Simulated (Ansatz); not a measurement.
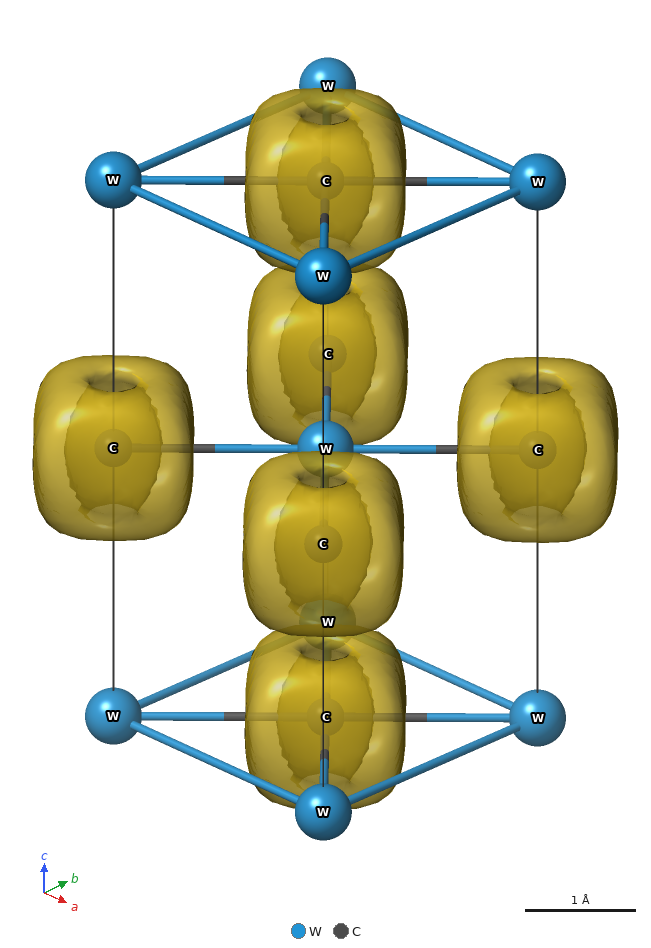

Figure. WC. Isosurface of the ELF at 0.65 (yellow), seen at an oblique angle. Only the valence region is drawn (cores and ρ < 0.01 e/Å³ removed). Sticks mark near contacts.

Space group I4/mmm; a structure from a database of computed crystals, not necessarily the ambient phase; computed pressure about 83 GPa in this cell.

Computed with DFT PBEsol, scalar-relativistic, plane waves, PAW (Ansatz 0.2.0).

Core electrons are frozen (PAW), and the valence fields are smoothed inside the atomic spheres.

Identify the bonds, lone pairs and shells in this picture.

The ELF exceeds this value in two regions wrapped around C (the valence shell of each), counted in one cell of 4 atoms. Any copies at cell faces, edges or corners count once. Profiles from the grid: W–C (1.94 Å): the ELF peaks at about 0.75 in the valence shell of C, 0.6 Å from its nucleus, and drops to about 0.30 between the two atoms. W–W (2.74 Å): the ELF is about 0.30 at the midpoint.
